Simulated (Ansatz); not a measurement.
## Band-structure calculation of La$_{2}$O$_{3}$

The run: band-structure calculation of La$_{2}$O$_{3}$ (P1, 5 atoms in the cell). Method and program: DFT, PBE, all-electron LAPW, scalar-relativistic, no spin polarisation (Ansatz 0.2.0).

The structure derives from an entry of the Crystallography Open Database. It belongs to a series of runs on one base structure; here: equal xy, yz and zx shear strains of +2 %. Figures and captions count atoms from 1; the log counts them from 0 in places.

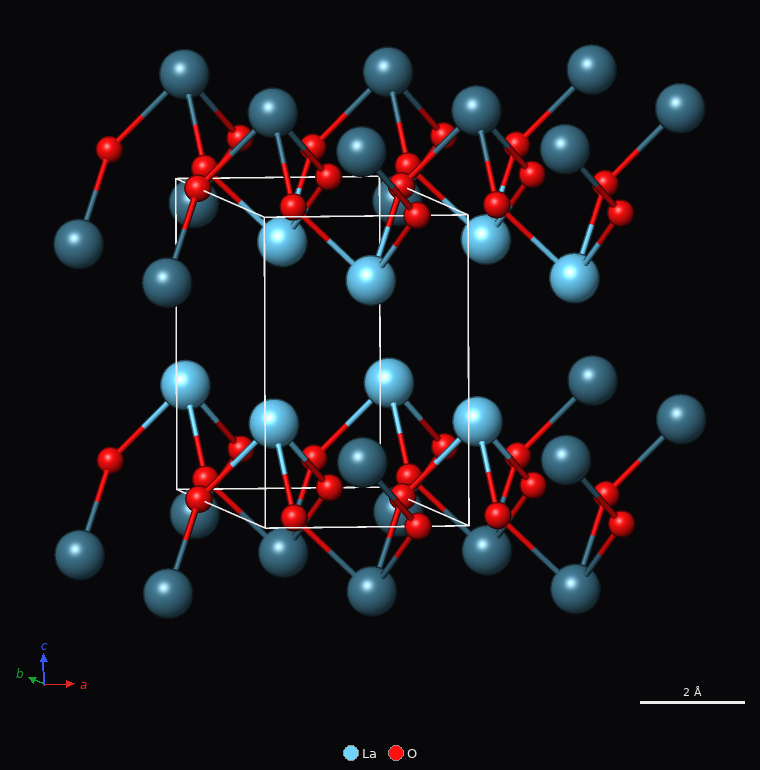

Fig. 1: The structure as given in the input (ball-and-stick view of the cell of the calculation, repeated 2 × 2 × 1, seen slightly off an axis; neighbours outside the cell are drawn fainter).

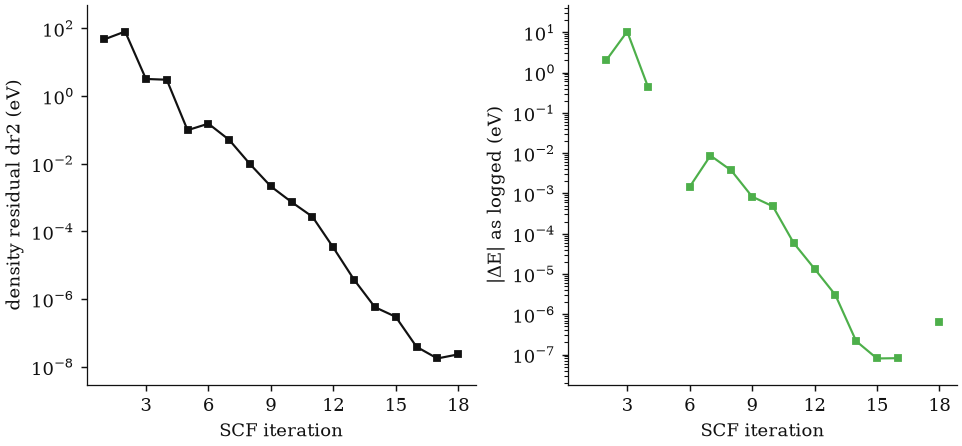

Fig. 2: Convergence of the self-consistent field: density residual dr2 and size of the energy change against the SCF iteration. The residual falls almost steadily, with no more than small rises.

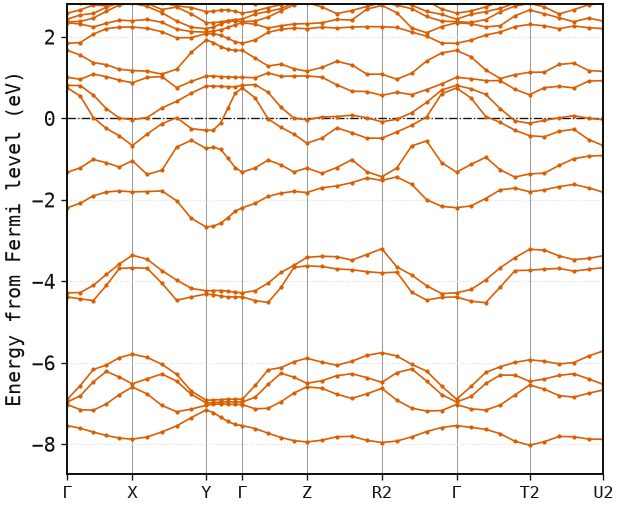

Fig. 3: Band structure along Γ–X–Y–Γ–Z–R2–Γ–T2–U2, with energies from the Fermi level. Bands cross the Fermi level: a metal at this level of theory.

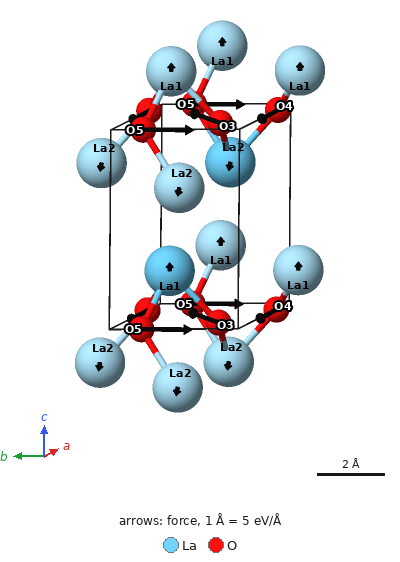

Fig. 4: Forces on the atoms as black arrows (ball-and-stick view of the cell of the calculation, seen at an oblique angle; neighbours outside the cell are drawn fainter; atoms are numbered from 1 in the order of the input). The largest act on O5 (7.83 eV/Å); O3 (7.82 eV/Å); O4 (7.62 eV/Å). The geometry is not a stationary point of this energy.

The input that produced these results follows, with the program's output.

Input
```yaml
crystal:
  lattice:
    - [3.9300000706, 0.0393000007, 0.0393000007]
    - [-1.9309652363, 3.3838298976, 0.0143847986]
    - [0.0612, 0.0612, 6.12]
  atoms:
    - { symbol: La, position: [0.3333333333, 0.6666666667, 0.25] }
    - { symbol: La, position: [0.6666666667, 0.3333333333, 0.75] }
    - { symbol: O, position: [0.25, 0.25, 0.0] }
    - { symbol: O, position: [0.75, 0.0, 0.0] }
    - { symbol: O, position: [0.0, 0.75, 0.0] }
kpoints:
  mp_grid: { grid: [6, 6, 4] }
  band_path:
    path:
      - [0.0, 0.0, 0.0]
      - [0.0, -0.5, 0.0]
      - [0.0, 0.0, 0.5]
      - [0.0, 0.0, 0.0]
      - [-0.5, 0.0, 0.0]
      - [-0.5, 0.5, -0.5]
      - [0.0, 0.0, 0.0]
      - [-0.5, 0.0, -0.5]
      - [-0.5, 0.5, 0.0]
    npoints: 5
scf:
  occupations: { method: fermi_dirac, width: 0.02 }
hamiltonian:
  xc: pbe
  pseudopotentials: { kind: all_electron, lapw: { basis_error: 0.001 } }
output:
  forces: true
  stress: true
  eigenvalues: true
```

Run as:
```bash
ansatz run input.yaml --threads 2 --pin off --max-ram 6144MiB --backend cpu --events-out ev --progress --plain --runs-dir out
```

Output
```
LAPW: plane waves up to 11.141 Å⁻¹, error target 1.0e-3 eV per atom; small_component_spin mean_spin; O in spheres of 0.844 Å, 8 of its electrons in bands, Dirac shells []; La in spheres of 1.064 Å, 29 of its electrons in bands, Dirac shells [] (how accurate: hamiltonian.pseudopotentials.lapw.basis_error, Limitations)
Engine: ansatz 0.2.0, x86_64-unknown-linux-gnu
Pseudopotentials: kind: all_electron
Pseudopotential: La, LAPW, valence charge 29, lapw/all_electron/scalar/gaussian/La, Koelling and Harmon's equation, gaussian nucleus
Pseudopotential: O, LAPW, valence charge 8, lapw/all_electron/scalar/gaussian/O, Koelling and Harmon's equation, gaussian nucleus
Functional definition: PBE
  parameter kappa = 0.804
  parameter beta = 0.06672455060314922
  exchange = pbe_x(kappa = kappa, mu = beta*pi^2/3)
  correlation = pbe_c(beta = beta)
Crystal: 5 atoms, lattice volume = 81.835 Å³
Basis set: ecut = 472.8894518519364 eV, 1877 PW (Γ), exchange–correlation at level 2
Bands: 50, of which v1, the nominal top of the filled ones, is band 41 counted from 1 (40 counted from 0)
Symmetry: 1 space group operations
Space group: P1 (ITA 1), of the structure as read, at distance tolerance 4.3e-5 Å
k-points: 76 of 144 (time reversal used)
Non-local potential: La, projectors of the file, none
Non-local potential: O, projectors of the file, none
Initial density: superposition of atomic densities (chi_scale 0.1, normalization cell, long waves kept (reshape's long-wave potential 0.52 eV rms))
Initial wavefunctions: plane waves of lowest kinetic energy (no species holds an atomic orbital)
Functional: x = pbe(κ = 0.804, μ = 0.2195149727645171), c = pbe(β = 0.06672455060314922)
iter 1 solved again at ethr=5.74e-2 eV; its pass at ethr=1.00e-1 eV (dr2=4.71e1 eV) is discarded
SCF iter   1: F=—  HF=-468365.307451 eV  |F-HF|=—  |Δ(HF+E_count)|=         —  Δρ=1.41e-1  dr2=4.71e1  ethr=5.74e-2  ⟨swp⟩=2.0  Hψ=24678  notcnv=0
preconditioner: auto → Resta (q_TF=auto, 2.729 Å⁻¹)  ε∞=3.9  [insulator: Δε(μ)=1.429 eV  Ē_g=14.583 eV  σ=0.020 eV  W_gap=1.00  n_scr=24 (ndim 8)  ℏωp=24.6 eV  f_vac=0.000  D(μ)=0.00/eV (n_scr^D=0)  ε∞_Penn≈3.9]
SCF iter   2: F=—  HF=-468367.333007 eV  |F-HF|=—  |Δ(HF+E_count)|=    2.03e0  Δρ=1.73e-1  dr2=8.03e1  ethr=5.74e-2  ⟨swp⟩=3.0  Hψ=11927  notcnv=0
preconditioner: auto → Kerker (q_TF=auto, 2.729 Å⁻¹)  [metal: Δε(μ)=0.019 eV  Ē_g=11.198 eV  σ=0.020 eV  W_gap=0.23  n_scr=24 (ndim 8)  ℏωp=24.6 eV  f_vac=0.000  D(μ)=2.62/eV (n_scr^D=22)]
iter 3 solved again at ethr=3.89e-3 eV; its pass at ethr=5.74e-2 eV (dr2=3.19e0 eV) is discarded
SCF iter   3: F=—  HF=-468356.919301 eV  |F-HF|=—  |Δ(HF+E_count)|=    1.04e1  Δρ=4.45e-2  dr2=3.18e0  ethr=3.89e-3  ⟨swp⟩=2.0  Hψ=19432  notcnv=0
SCF iter   4: F=—  HF=-468356.480599 eV  |F-HF|=—  |Δ(HF+E_count)|=   4.39e-1  Δρ=3.19e-2  dr2=3.02e0  ethr=3.87e-3  ⟨swp⟩=3.0  Hψ=12763  notcnv=0
SCF iter   5: F=—  HF=-468356.243570 eV  |F-HF|=—  |Δ(HF+E_count)|=         —  Δρ=8.75e-3  dr2=9.75e-2  ethr=3.68e-3  ⟨swp⟩=2.2  Hψ=11264  notcnv=0
the basis was enlarged: its passes take 881.9 KiB over the memory plan, 2 of 2 planned eigensolver slots
SCF iter   6: F=—  HF=-468356.242119 eV  |F-HF|=—  |Δ(HF+E_count)|=   1.45e-3  Δρ=7.57e-3  dr2=1.52e-1  ethr=1.19e-4  ⟨swp⟩=3.5  Hψ=12926  notcnv=0
SCF iter   7: F=—  HF=-468356.233438 eV  |F-HF|=—  |Δ(HF+E_count)|=   8.68e-3  Δρ=4.46e-3  dr2=5.04e-2  ethr=1.19e-4  ⟨swp⟩=2.1  Hψ=12067  notcnv=0
SCF iter   8: F=—  HF=-468356.229725 eV  |F-HF|=—  |Δ(HF+E_count)|=   3.71e-3  Δρ=2.43e-3  dr2=9.70e-3  ethr=6.15e-5  ⟨swp⟩=2.8  Hψ=12210  notcnv=0
SCF iter   9: F=—  HF=-468356.228892 eV  |F-HF|=—  |Δ(HF+E_count)|=   8.33e-4  Δρ=1.35e-3  dr2=2.13e-3  ethr=1.18e-5  ⟨swp⟩=2.8  Hψ=12094  notcnv=0
SCF iter  10: F=—  HF=-468356.228415 eV  |F-HF|=—  |Δ(HF+E_count)|=   4.77e-4  Δρ=5.63e-4  dr2=7.31e-4  ethr=2.59e-6  ⟨swp⟩=3.0  Hψ=12465  notcnv=0
SCF iter  11: F=—  HF=-468356.228356 eV  |F-HF|=—  |Δ(HF+E_count)|=   5.87e-5  Δρ=2.93e-4  dr2=2.70e-4  ethr=8.91e-7  ⟨swp⟩=2.0  Hψ=11447  notcnv=0
SCF iter  12: F=—  HF=-468356.228343 eV  |F-HF|=—  |Δ(HF+E_count)|=   1.35e-5  Δρ=1.53e-4  dr2=3.33e-5  ethr=3.30e-7  ⟨swp⟩=2.0  Hψ=11444  notcnv=0
SCF iter  13: F=—  HF=-468356.228346 eV  |F-HF|=—  |Δ(HF+E_count)|=   3.03e-6  Δρ=5.19e-5  dr2=3.72e-6  ethr=4.06e-8  ⟨swp⟩=2.0  Hψ=11448  notcnv=0
SCF iter  14: F=—  HF=-468356.228346 eV  |F-HF|=—  |Δ(HF+E_count)|=   2.16e-7  Δρ=1.86e-5  dr2=5.74e-7  ethr=4.54e-9  ⟨swp⟩=2.6  Hψ=11503  notcnv=0
SCF iter  15: F=—  HF=-468356.228346 eV  |F-HF|=—  |Δ(HF+E_count)|=   8.02e-8  Δρ=1.64e-5  dr2=2.98e-7  ethr=6.99e-10  ⟨swp⟩=3.0  Hψ=12111  notcnv=0
iter 16 did not close the SCF: its close was put off for a basis of augmented plane waves that was refined there (scf_convergence_deferred on its scf_iter line)
SCF iter  16: F=-468356.228346 eV  HF=-468356.228346 eV  |F-HF|=2.47e-8  |Δ(HF+E_count)|=   8.15e-8  Δρ=4.46e-6  dr2=3.87e-8  ethr=3.64e-10  ⟨swp⟩=3.0  Hψ=12059  notcnv=0
SCF iter  17: F=—  HF=-468356.228431 eV  |F-HF|=—  |Δ(HF+E_count)|=         —  Δρ=5.20e-6  dr2=1.75e-8  ethr=4.72e-11  ⟨swp⟩=3.0  Hψ=11618  notcnv=0
the basis was enlarged: its passes take 930.8 KiB over the memory plan, 2 of 2 planned eigensolver slots
SCF iter  18: F=-468356.228431 eV  HF=-468356.228431 eV  |F-HF|=9.21e-8  |Δ(HF+E_count)|=   6.41e-7  Δρ=4.85e-6  dr2=2.31e-8  ethr=2.14e-11  ⟨swp⟩=3.0  Hψ=12581  notcnv=0
SCF 1 converged in 18 iterations: F = -468356.228431 eV  dr2 = 2.31e-8
NSCF: frozen V_eff on 41 k-points
SCF converged after 18 iterations
Free energy (F): -468356.228431 eV
Harris-Foulkes:  -468356.228431 eV  (|F-HF|=9.21e-8)
Internal energy: -468356.221680 eV  (E = F + TS)
E sigma→0 (E₀):  -468356.225056 eV
Entropy (-TS):   -0.006751 eV (-1.350 meV/atom)
Fermi energy:    15.515502 eV
--- Per-component energies (eV) ---
  E_band       = -7536.937997
  E_kinetic    = 499848.191252
  E_xc         = -11809.064516
  E_electrostatic = -956395.348416  (all electrons and nuclei)
  E_smearing   = -0.006751  (= −TS)
  E_closure    = 0.000000  (closes the sum)
  E_atoms      = -468329.423351  (free atoms, spherical and without spin; not in F)
  Σ components = -468356.228431   (vs F -468356.228431, Δ=0.00e0)
  Basis errors (estimates in eV, not in F): energy 5.8e-4 per atom: plane waves 5.3e-4 (3.1e-4 summed), levels above the bands 1.1e-67, relativity 1.0e-7, radial functions 5.0e-5, core shells 2.1e-7; eigenvalues (radial functions only) 3.0e-6; not estimated: angular momenta, meshes, grids; target (lapw.basis_error) 1.0e-3; muffin-tin radii O 0.844 Å, La 1.064 Å
--- Forces (eV/Å), atoms counted from 1 ---
  atom   1  La    -0.11623357    -0.04256232     1.40429921
  atom   2  La     0.04181055     0.26788786    -1.41872719
  atom   3  O      3.89817406     6.76991233     0.31058218
  atom   4  O     -7.61738768    -0.14670174    -0.19602763
  atom   5  O      3.79366162    -6.84852332    -0.10010652
  max |Σ_I F_I| component: 2.50e-5 eV/Å
--- Stress (GPa, compression-positive) ---
       53.393184       0.320338      -0.002774
        0.320338      52.730195      -0.542421
       -0.002774      -0.542421      18.550269
  P = ⅓ Tr σ = 41.5579 GPa (415.579 kbar)
--- Band table (eV; the first three rows and the last of 76) ---
  k-point 0: bands = ["-491.5335", "-491.4757", "-491.3860", "-242.7132", "-242.7105", "-176.3403", "-176.3373", "-176.3372", "-176.3354", "-176.2724", "-176.2696", "-80.3856", "-80.3848", "-80.3834", "-80.3822", "-80.3269", "-80.3246", "-80.3245", "-80.3220", "-80.3170", "-80.3145", "-16.9412", "-16.5453", "-8.0291", "-3.6220", "-3.3444", "-0.6176", "-0.5855", "-0.4957", "-0.1774", "0.9938", "1.1301", "7.9729", "8.4893", "8.5497", "8.6192", "11.1301", "11.2320", "13.3208", "14.1937", "16.2626", "16.3249", "16.5224", "17.1846", "17.3575", "17.8619", "17.8883", "17.9520", "18.0965", "18.3354"]
  k-point 1: bands = ["-491.5335", "-491.4757", "-491.3860", "-242.7132", "-242.7105", "-176.3403", "-176.3373", "-176.3372", "-176.3354", "-176.2724", "-176.2696", "-80.3856", "-80.3848", "-80.3834", "-80.3822", "-80.3269", "-80.3246", "-80.3245", "-80.3220", "-80.3170", "-80.3145", "-16.9066", "-16.5852", "-7.9979", "-3.6222", "-3.3413", "-0.8922", "-0.6294", "-0.5493", "0.1698", "0.9707", "1.1247", "8.1230", "8.4982", "8.5526", "8.6159", "11.1419", "11.2816", "13.0012", "14.6578", "15.5683", "16.2959", "16.5373", "17.2395", "17.5189", "17.7161", "17.8697", "17.8971", "18.1790", "18.5589"]
  k-point 2: bands = ["-491.5335", "-491.4757", "-491.3860", "-242.7132", "-242.7105", "-176.3403", "-176.3373", "-176.3372", "-176.3354", "-176.2724", "-176.2696", "-80.3856", "-80.3848", "-80.3834", "-80.3822", "-80.3269", "-80.3246", "-80.3245", "-80.3220", "-80.3170", "-80.3145", "-16.8604", "-16.6367", "-7.9663", "-3.6223", "-3.3385", "-1.1105", "-0.5929", "-0.5792", "0.3512", "0.9857", "1.0859", "8.3572", "8.4696", "8.5296", "8.5941", "11.2024", "11.2821", "12.8474", "14.7749", "15.2191", "16.3086", "16.5545", "17.4395", "17.5955", "17.6314", "17.7172", "17.8640", "18.1338", "18.6448"]
  k-point 75: bands = ["-491.5335", "-491.4757", "-491.3860", "-242.7132", "-242.7105", "-176.3403", "-176.3373", "-176.3372", "-176.3354", "-176.2724", "-176.2696", "-80.3855", "-80.3848", "-80.3834", "-80.3822", "-80.3269", "-80.3246", "-80.3245", "-80.3220", "-80.3170", "-80.3144", "-16.6338", "-16.5897", "-7.8665", "-4.7966", "-4.1429", "-1.0836", "-0.9019", "-0.7168", "-0.2291", "1.4975", "2.0215", "7.5561", "8.8861", "9.0320", "9.7612", "11.7215", "12.3143", "13.9916", "14.0814", "15.0277", "15.4305", "16.0793", "16.6001", "17.7645", "18.2887", "18.3542", "18.4681", "18.5349", "18.5610"]
```

Summary

```tsv
quantity	value
outcome	converged
space group (tolerance 0.01 Å)	P1 (1)
electrons in bands (core shells apart)	82
free energy	−468356.2284 eV
Fermi energy	15.516 eV
pressure	41.56 GPa
electronic character	metal
largest force (length of the vector)	7.830 eV/Å
hardware	2 threads of Intel Xeon (Sapphire Rapids), 64 GiB of memory available, shared host
wall time	2.7 min (CPU time 5.2 min)
peak memory	0.98 GiB
```
